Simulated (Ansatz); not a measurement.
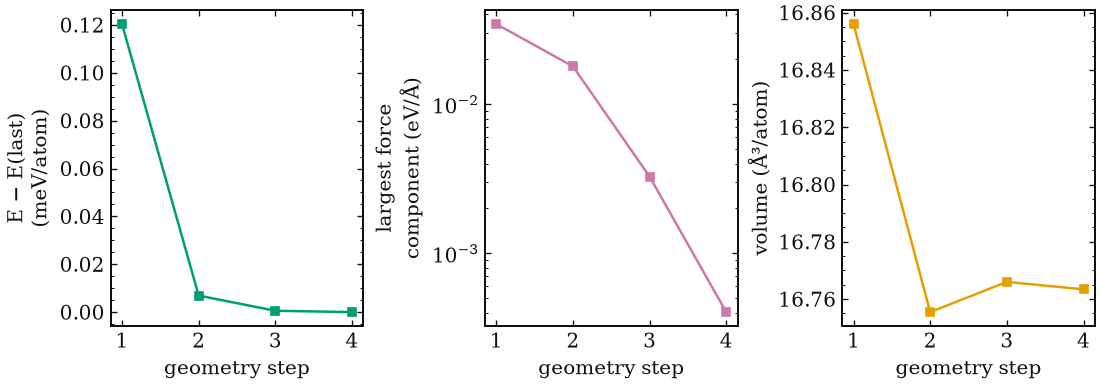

History of a geometry optimisation. TiS$_{2}$ (P-3m1, 3 atoms in the cell; biaxial strain in the a−b plane, c and atoms relaxed: −4.5 %); DFT PBE+D3(BJ), scalar-relativistic, plane waves, PAW in Ansatz; cutoff 420 eV, 15×15×8 k-mesh, Gaussian smearing of 0.1 eV. A closing SCF on a freshly chosen basis isn't drawn.

The optimisation met its thresholds at geometry 4, counting the start as the first. The energy fell by about 0.12 meV/atom from the first step to the last. The largest force component goes from about 0.034 eV/Å at the start to 4 × 10⁻⁴ eV/Å at the end. The volume shrinks from 16.86 to 16.76 Å³ per atom (−0.5 %).
